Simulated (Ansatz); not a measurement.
System: Ti12H (slab).

Input

```
crystal:
  lattice:
    - [5.7729885192, 0.0, 0.0]
    - [-2.8864942596, 4.9995547134, 0.0]
    - [0.0, 0.0, 23.5740310724]
  atoms:
    - { symbol: Ti, position: [0.1666666667, 0.3333333333, 0.3605662508] }
    - { symbol: Ti, position: [0.1666666667, 0.8333333333, 0.3605662508] }
    - { symbol: Ti, position: [0.6666666667, 0.3333333333, 0.3605662508] }
    - { symbol: Ti, position: [0.6666666667, 0.8333333333, 0.3605662508] }
    - { symbol: Ti, position: [0.3333333333, 0.1666666667, 0.4549562415] }
    - { symbol: Ti, position: [0.3333333333, 0.6666666667, 0.4549562415] }
    - { symbol: Ti, position: [0.8333333333, 0.1666666667, 0.4549562415] }
    - { symbol: Ti, position: [0.8333333333, 0.6666666667, 0.4549562415] }
    - { symbol: Ti, position: [0.1666666667, 0.3333333333, 0.5493835588] }
    - { symbol: Ti, position: [0.1666666667, 0.8333333333, 0.5493835588] }
    - { symbol: Ti, position: [0.6666666667, 0.3333333333, 0.5493835588] }
    - { symbol: Ti, position: [0.6666666667, 0.8333333333, 0.5493835588] }
    - { symbol: H, position: [0.3333333333, 0.6666666667, 0.5892579442] }
basis:
  ecutwfc: 420
kpoints:
  mp_grid: { grid: [6, 6, 1] }
hamiltonian:
  xc: pbe
  dispersion: d3bj
scf:
  occupations: { method: gaussian, width: 0.1 }
output:
  forces: true
  eigenvalues: true
  write_density: true
  write_potential: true
  elf: true
  volumetric_format: npy
relax:
  adjacent_minimum: "off"
  f_tol: 0.03
  max_steps: 70
  constraints: [{ sites: [0, 1, 2, 3] }]
efield:
  axis: 3
  dipole_correction: true
```

Launched as:

```sh
ansatz run input.yaml --threads 2 --pin off --max-ram 5120MiB --backend cpu --events-out ev --progress --plain --runs-dir out
```

The fields are those of the relaxed geometry.

Computed without spin polarisation.

Method: DFT PBE+D3(BJ), scalar-relativistic, plane waves, PAW (Ansatz 0.2.0).

**What will maps of the valence pseudo-density and electron localisation function show?**

Ti–Ti (2.89 Å): the density is about 0.2 e/Å³ at the midpoint; the ELF is about 0.25 at the midpoint (no shared electron pair shows on this line).
Ti–Ti (2.89 Å): ρ at the midpoint is about 0.2 e/Å³; the ELF is about 0.25 at the midpoint: no localised pair shows between them.

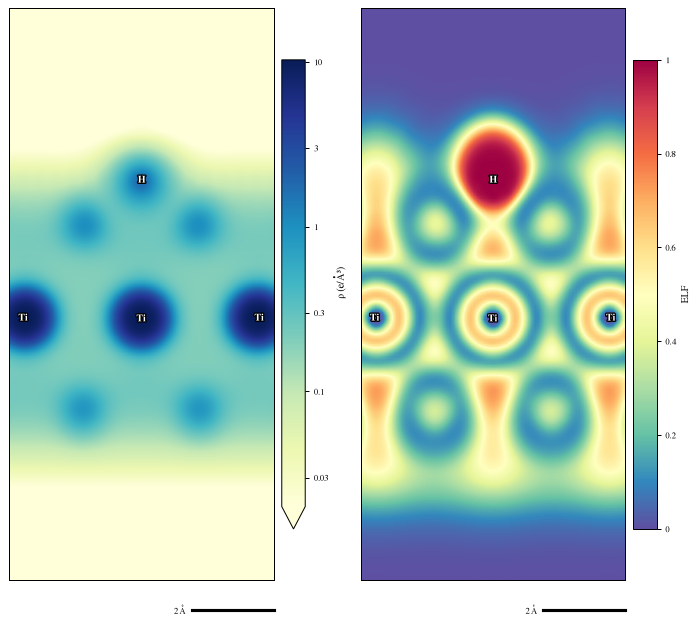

Computed valence pseudo-density and electron localisation function on the (010) plane of the calculation cell, a cut from vacuum to vacuum, in this order. Atoms just off the plane (Ti, 0.8 Å away) can leave unmarked features too.

Core electrons are frozen (PAW), and the valence fields are smoothed inside the atomic spheres.
